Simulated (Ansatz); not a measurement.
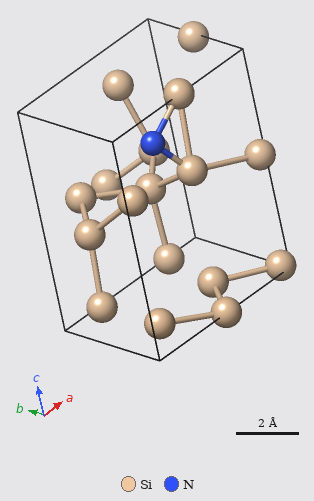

Starting frame of a dynamics run of Si with an interstitial N (17 atoms in the cell). It starts from the last geometry of an earlier run, with fresh velocities. A ball-and-stick model of the reduced simulation cell, seen slightly off an axis. Bonds to atoms that aren't drawn are left out. Lengths and directions refer to the drawn axes.

Computed with DFT PBE-D3(BJ), scalar-relativistic, plane waves, PAW in Ansatz 0.2.0.

The input:
```yaml
accuracy: low
crystal:
  lattice:
    - [0.0, 5.43, 5.43]
    - [5.43, 0.0, 5.43]
    - [5.43, 5.43, 0.0]
  atoms:
    - { symbol: Si, position: [-0.03614568, 0.04153885, 0.01888334] }
    - { symbol: Si, position: [0.13590902, 0.14111747, 0.09307822] }
    - { symbol: Si, position: [-0.02160303, 0.02740371, 0.52103209] }
    - { symbol: Si, position: [0.13091432, 0.13618105, 0.6571757] }
    - { symbol: Si, position: [-0.01182412, 0.50929667, -0.00999549] }
    - { symbol: Si, position: [0.07624244, 0.65258896, 0.12374991] }
    - { symbol: Si, position: [0.01479768, 0.50885493, 0.50071036] }
    - { symbol: Si, position: [0.10871499, 0.67990799, 0.60573958] }
    - { symbol: Si, position: [0.5172896, 0.01006042, -0.00066074] }
    - { symbol: Si, position: [0.58881017, 0.20778381, 0.08037764] }
    - { symbol: Si, position: [0.48163541, -0.00842244, 0.46272208] }
    - { symbol: Si, position: [0.57010006, 0.14031316, 0.6076679] }
    - { symbol: Si, position: [0.45367669, 0.57017396, -0.01202121] }
    - { symbol: Si, position: [0.5959265, 0.6620742, 0.1217662] }
    - { symbol: Si, position: [0.48430367, 0.5085058, 0.51117651] }
    - { symbol: Si, position: [0.64233628, 0.64393853, 0.59984511] }
    - { symbol: "N", position: [0.33950296, 0.12439562, 0.83287094], spin: 1.0 }
magnetization:
  spin_polarized: true
basis:
  ecutwfc: 420.0
kpoints:
  mp_grid: { grid: [2, 2, 2] }
hamiltonian:
  xc: pbe
  dispersion: d3bj
scf:
  occupations: { method: fermi_dirac, width: 0.05 }
  lower_state_search: "off"
md:
  timestep: 1
  n_steps: 110
  ensemble: nve
  temperature: 1680.0
  initial_velocities: maxwell_boltzmann
  seed: 701962
```

Run as
```bash
ansatz run input.yaml --threads 1 --pin off --max-ram 3072MiB --backend cpu --events-out ev --progress --plain --runs-dir out
```

What does the trajectory do?

Answer. Over the second half the temperature averages 1192 K (spread ±234 K). The potential energy in the second half lies on average 59.4 meV per atom above the first frame. In the second half of the run the atoms are, in the root-mean-square, this far from where they began (common drift taken out): N 0.97 Å, Si 0.52 Å. The run lasts only 110 fs, too short to tell vibration from diffusion.

Along the run (each row but the first and the last is the mean over the interval that it begins):

| time (fs) | potential energy (meV/atom) | T (K) |
| --- | --- | --- |
| 0.0 | 0.0 | 1680 |
| 13.0 | 54.9 | 1230 |
| 26.0 | 35.2 | 1390 |
| 39.0 | 29.2 | 1441 |
| 52.0 | 31.4 | 1422 |
| 65.0 | 77.3 | 1045 |
| 78.0 | 90.7 | 935 |
| 91.0 | 34.6 | 1396 |
| 104.0 | 46.5 | 1298 |

The paths of the atoms:

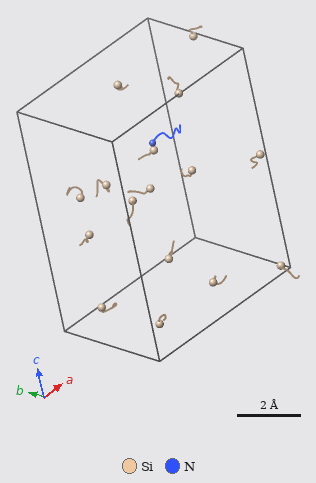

Limits of the set-up: the k-point mesh is coarse for a cell with partly filled bands; the program's low-accuracy preset was used; the periodic images lie only 7.7 Å apart, so the values are limited by the cell's size.

Cost: 35 min on 1 thread of Arm Neoverse V1, on a shared host, peak memory 0.72 GiB.
